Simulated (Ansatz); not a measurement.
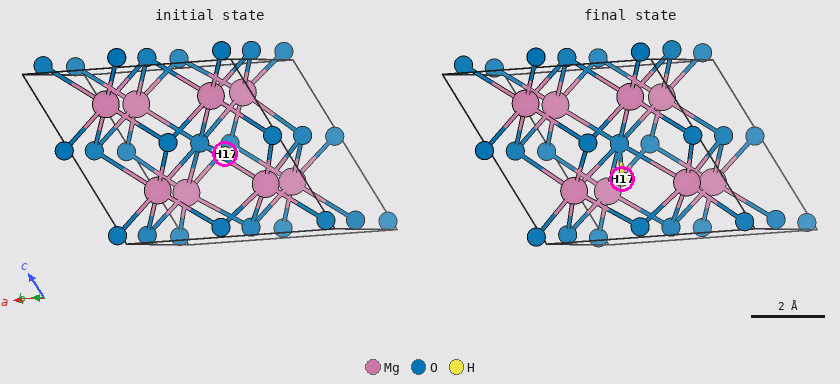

The two relaxed end points of a path for a defect cell of composition Mg8HO8 (cell charge +1) (17 atoms in the cell). Style: ball-and-stick. Shown: the reduced simulation cell (origin moved), from a free direction. The moving atom is ringed, with any periodic copies. Lengths and directions refer to the drawn axes. Bonds to atoms that aren't drawn are left out.

Theory: DFT PBEsol, scalar-relativistic, plane waves, PAW in Ansatz.

Input
```yaml
crystal:
  lattice:
    - [-4.2140464022, 0.0, 4.2140464022]
    - [-4.2140464022, -4.2140464022, 0.0]
    - [0.0, -4.2140464022, 4.2140464022]
  atoms:
    - { symbol: Mg, position: [-0.0169574655, 0.4830426742, 0.5249326361] }
    - { symbol: Mg, position: [-0.0078969616, 0.0030321074, 0.5030345849] }
    - { symbol: Mg, position: [0.0014382766, 0.5014316233, 0.0014295261] }
    - { symbol: Mg, position: [-0.0169492966, 0.0249278119, -0.0169527538] }
    - { symbol: Mg, position: [0.5030297793, 0.4921102557, 0.5030349687] }
    - { symbol: Mg, position: [0.4995483699, -0.000448186, 0.4995504317] }
    - { symbol: Mg, position: [0.5249567596, 0.4830436562, -0.0169601006] }
    - { symbol: Mg, position: [0.5030321612, 0.0030351706, -0.0078885176] }
    - { symbol: O, position: [0.2489497419, 0.7489524534, 0.248944267] }
    - { symbol: O, position: [0.2499988176, 0.2541324453, 0.2500000971] }
    - { symbol: O, position: [0.2500011824, 0.7500012443, 0.7541251715] }
    - { symbol: O, position: [0.2468565691, 0.2505413867, 0.750538527] }
    - { symbol: O, position: [0.7541200651, 0.7499987557, 0.2499999029] }
    - { symbol: O, position: [0.7505433617, 0.2505382526, 0.2468517106] }
    - { symbol: O, position: [0.7505441077, 0.7468529994, 0.7505360072] }
    - { symbol: O, position: [0.7464046223, 0.2464026304, 0.7464072636] }
    - { symbol: H, position: [0.1812436963, 0.6811946941, 0.1812143824] }
total_charge: 1
basis:
  ecutwfc: 420
  xc_grid: 2
kpoints:
  mp_grid: { grid: [2, 2, 2], shift: [0.0, 0.0, 0.0] }
hamiltonian:
  xc: pbesol
scf:
  occupations: { method: gaussian, width: 0.02 }
output:
  forces: true
neb:
  images: 3
  f_tol: 0.05
  max_iterations: 70
  order_check: false
  final_atoms:
    - { symbol: Mg, position: [-0.0030321074, 0.4969654151, 0.4981697306] }
    - { symbol: Mg, position: [-0.0030351706, 0.0078885176, 0.4981788142] }
    - { symbol: Mg, position: [0.000448186, 0.5004495683, -0.0013493844] }
    - { symbol: Mg, position: [-0.0249278119, 0.0169527538, -0.0089742384] }
    - { symbol: Mg, position: [0.5078897443, 0.4969650313, 0.4981750038] }
    - { symbol: Mg, position: [0.4985683767, -0.0014295261, 0.5042994261] }
    - { symbol: Mg, position: [0.5169573258, 0.4750673639, -0.0089821552] }
    - { symbol: Mg, position: [0.5169563438, 0.0169601006, -0.0089596848] }
    - { symbol: O, position: [0.2510475466, 0.751055733, 0.2468464623] }
    - { symbol: O, position: [0.2531470006, 0.2494639928, 0.2479331143] }
    - { symbol: O, position: [0.2500012443, 0.7500000971, 0.7541187237] }
    - { symbol: O, position: [0.2499987557, 0.2458748285, 0.7541275982] }
    - { symbol: O, position: [0.7494617474, 0.7531482894, 0.247933325] }
    - { symbol: O, position: [0.7494586133, 0.249461473, 0.2479364828] }
    - { symbol: O, position: [0.7458675547, 0.7499999029, 0.75413136] }
    - { symbol: O, position: [0.7535973696, 0.2535927364, 0.7392145164] }
    - { symbol: H, position: [0.3188053059, 0.8187856176, 0.0436527728] }
```

Run as
```bash
ansatz run input.yaml --threads 4 --pin off --max-ram 10240MiB --backend cpu --events-out ev --progress --plain --runs-dir out
```

What barrier does the band find between them, and by what path?

The two ends have the same energy, and the highest point, image 2, lies 0.085 eV above the start. The H atom travels furthest, 1.16 Å from end to end, along [1 1 −1], on a path that bends up to 0.14 Å away from the straight line. At the highest image its nearest neighbour (O) is 0.99 Å away, against 0.99 Å at the start, and the surrounding atoms stand up to 0.11 Å off the mean of their end positions. The band converged in 7 iterations. The largest component of the band force went from 10 to 0.042 eV/Å. The climbing image converged on the top of the path. Its curvatures weren't checked.

Energies of the converged images:

| image | path (Å) | E (eV) |
| --- | --- | --- |
| 0 | 0.00 | 0.000 |
| 1 | 0.31 | 0.049 |
| 2 | 0.62 | 0.085 |
| 3 | 0.93 | 0.049 |
| 4 | 1.25 | 0.000 |

The geometry at the top of the path:

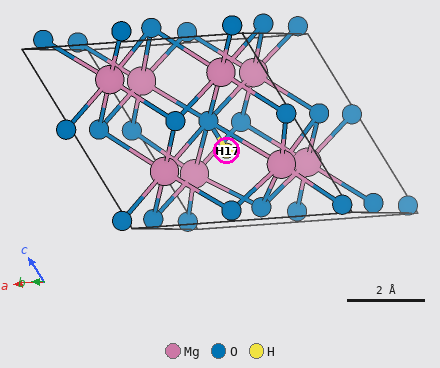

Limits of the set-up: the periodic images lie only 6.0 Å apart, so the values are limited by the cell's size; the cell is charged, on a uniform background, and energies carry no finite-size correction.

The run took 21 s on 4 threads of Oxide Virtual Turin-like Processor (Zen 5), with other jobs on the host, peak memory 0.84 GiB.
